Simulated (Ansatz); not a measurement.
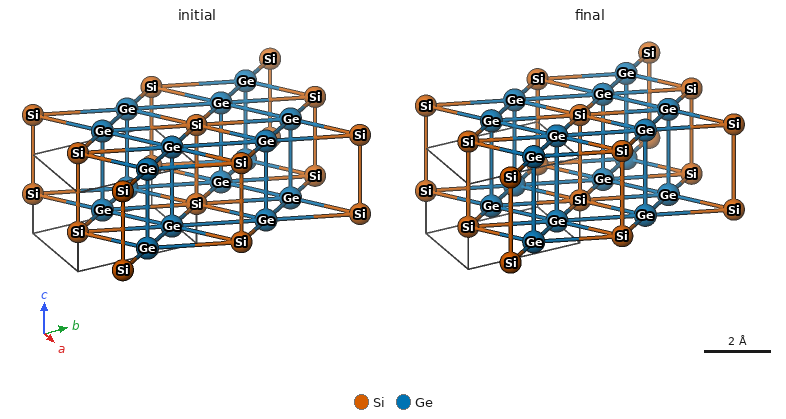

The structure of solid SiGe2 (a generated structure, set up in P6/mmm) (coarse preliminary run) before (left) and after (right) a relaxation, at one scale.

The picture is a ball-and-stick view of the cell of the calculation, repeated 2 × 2 × 2 with one cell outlined, seen slightly off an axis.

The calculation used Ansatz 0.2.0, DFT PBE, scalar-relativistic, plane waves, PAW.

Input
```yaml
crystal:
  lattice:
    - [5.1383320996, 0.0, 0.0]
    - [-2.5691660498, 4.4499261313, 0.0]
    - [0.0, 0.0, 2.4688163394]
  atoms:
    - { symbol: Si, position: [0.0, 0.0, 0.5] }
    - { symbol: Ge, position: [0.3333333333, 0.6666666667, 0.5] }
    - { symbol: Ge, position: [0.6666666667, 0.3333333333, 0.5] }
basis:
  ecutwfc: 420
kpoints:
  mp_grid: { grid: [6, 6, 8] }
hamiltonian:
  xc: pbe
scf:
  occupations: { method: gaussian, width: 0.1 }
  lower_state_search: "off"
output:
  forces: true
  stress: true
  eigenvalues: true
relax:
  adjacent_minimum: "off"
  f_tol: 0.04
  max_steps: 70
  cell: { stress_tol: 0.4 }
```

Command:
```bash
ansatz run input.yaml --threads 1 --pin off --max-ram 2560MiB --backend cpu --events-out ev --progress --plain --runs-dir out
```

### Describe what moved and what it gained.

No atom moves by more than 0.005 Å relative to the cell. Cell: a = b 5.138 → 4.838 Å (−5.8 %), c 2.469 → 2.665 Å (+7.9 %). Volume −4.3 %. Some distances before and after: Ge2–Ge2 2.469 → 2.665 Å, Si1–Si1 2.469 → 2.665 Å, Ge2–Ge3 2.967 → 2.793 Å, Si1–Ge2 2.967 → 2.793 Å. The space group stays P6/mmm (No. 191). After 4 accepted moves (5 points after the start) the energy has fallen by 82.4 meV per atom. All forces vanish by symmetry, so only the cell relaxes. The pressure goes from −2.63 to −0.04 GPa. At 1 point the geometry stayed and the basis and grid were re-selected for the new cell (energy shift of less than 0.05 meV per atom at most each time). The run took 14 s on 1 thread of Arm Neoverse V1, with other jobs on the host, peak memory 0.34 GiB.
